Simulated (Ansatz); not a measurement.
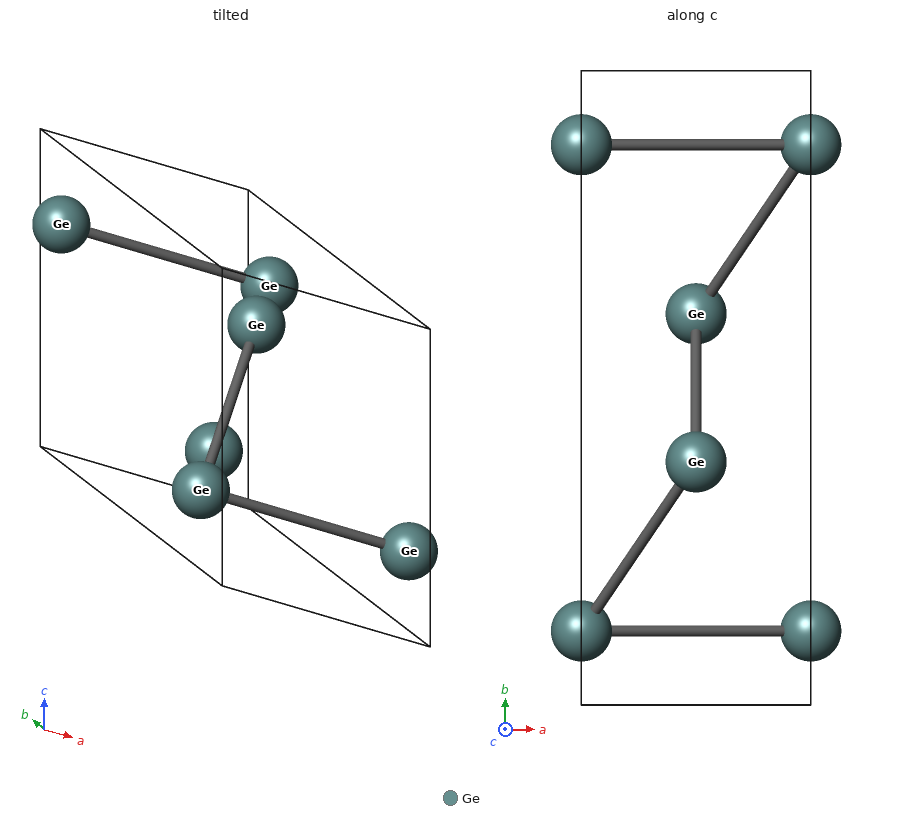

Structure drawing (ball-and-stick), viewed slightly off an axis and along the c axis. The wireframe shows the conventional unit cell. Cell: a = 2.814 Å, b = 7.312 Å, c = 3.968 Å, α = 90.00°, β = 110.00°, γ = 90.00°.

Summary of the structure:

The element is germanium. The atoms follow space group C2/c (No. 15); the Bravais lattice is base-centred monoclinic. The cell holds four atoms. Ge is coordinated by six Ge at about 2.6 to 2.8 Å. The bonds build a three-dimensional framework.

The structure was taken from a structure listed in the Materials Project. The cell was then strained or its atoms displaced on purpose. It went into a calculation with Ansatz.
